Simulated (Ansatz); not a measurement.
**Single-point calculation of Ta24N23 (part 3 of 3)**

Continued. System: Ta24N23 (defect cell, 47 atoms in the cell). Method: DFT PBE, scalar-relativistic, plane waves, PAW, spin-polarised (Ansatz 0.2.0); cutoff 420 eV, 2×2×2 k-mesh, Gaussian smearing of 0.05 eV, collinear spins. The structure derives from an entry of the Crystallography Open Database.

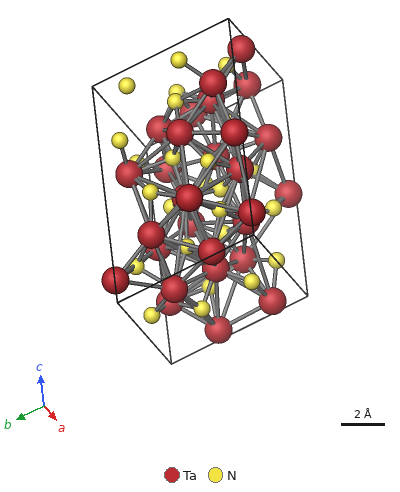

*The structure (ball-and-stick view of the cell of the calculation, seen at an oblique angle). An atom can appear more than once, as a periodic image.*

The program warns: some starting moments were not kept. Spin–orbit coupling is left out, which matters for Ta.
